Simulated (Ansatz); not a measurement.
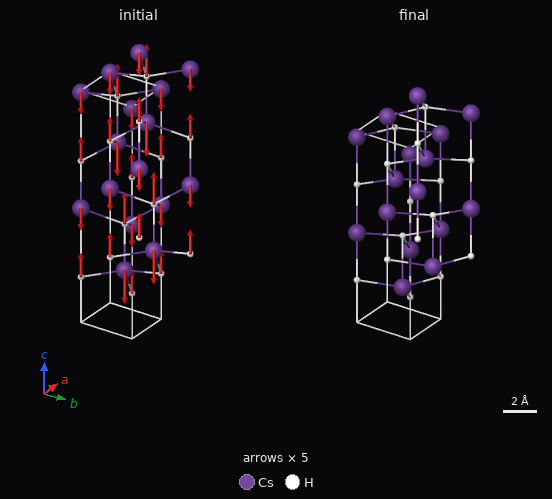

The structure of a crystal of CsH (built on the 4H polytype type) before (left) and after (right) a relaxation, at one scale. The red arrows give the displacements (the part carried along by the change of the cell is left out), magnified 5 times.

Style: ball-and-stick. Shown: the cell of the calculation, repeated 2 × 1 × 1 with one cell outlined, from a free direction.

Theory: DFT, r2SCAN+rVV10, plane waves, PAW (Ansatz).

Input file:
```yaml
crystal:
  lattice:
    - [4.9852675345, 0.0, 0.0]
    - [-2.4926337672, 4.3173683295, 0.0]
    - [0.0, 0.0, 14.7451035314]
  atoms:
    - { symbol: Cs, position: [0.0, 0.0, -0.0077414652] }
    - { symbol: Cs, position: [0.3333333333, 0.6666666667, 0.2438158769] }
    - { symbol: Cs, position: [0.0, 0.0, 0.4922585348] }
    - { symbol: Cs, position: [0.6666666667, 0.3333333333, 0.7438158769] }
    - { symbol: H, position: [0.0, 0.0, 0.1960166522] }
    - { symbol: H, position: [0.3333333333, 0.6666666667, 0.4429089361] }
    - { symbol: H, position: [0.0, 0.0, 0.6960166522] }
    - { symbol: H, position: [0.6666666667, 0.3333333333, 0.9429089361] }
kpoints:
  mp_grid: { grid: [6, 6, 2] }
hamiltonian:
  xc: r2scan
  dispersion: rvv10
scf:
  occupations: { method: fermi_dirac, width: 0.03 }
relax:
  f_tol: 0.01
  cell: {}
  max_steps: 120
```

Command:
```bash
ansatz run input.yaml --threads 4 --pin off --max-ram 4608MiB --backend cpu --events-out ev --progress --plain --runs-dir out
```

> Summarise the run.

Over 7 accepted moves (9 points after the start) the energy falls by 0.256 eV per cell of the calculation. Largest force component: 0.031 eV/Å at the start, 0.0024 eV/Å at the end. The pressure goes from 0.17 to −0.01 GPa. The line search rejected the trial step at point 7 of the run. The SCF was repeated once at an unchanged geometry on a basis and grid sized afresh for the cell, which shifted the energy by 0.2 meV per cell of the calculation at most. The largest moves relative to the cell, 0.43 Å, are those of Cs2 and Cs4. Cs4 goes along −c. By element the largest moves are Cs 0.43 Å, H 0.41 Å. The drawn cell changes as follows: a = b 4.985 → 5.198 Å (+4.3 %), c 14.745 → 12.161 Å (−17.5 %); the volume changes by −10.3 %. Among the contacts that change: Cs1–H7 4.368 → 3.004 Å, Cs2–H6 2.936 → 3.268 Å, Cs1–H5 3.004 → 3.076 Å, Cs2–H5 2.963 → 3.005 Å. New bonds form: Cs1–H7 (4.37 → 3.00 Å), Cs3–H5 (4.37 → 3.00 Å). Among the angles between lasting bonds that change: Cs1–H5–Cs2 103.8° → 86.9°, H5–Cs2–H6 103.8° → 86.9°, H5–Cs1–H8 104.2° → 88.1°. The space group stays P6_3mc (No. 186).
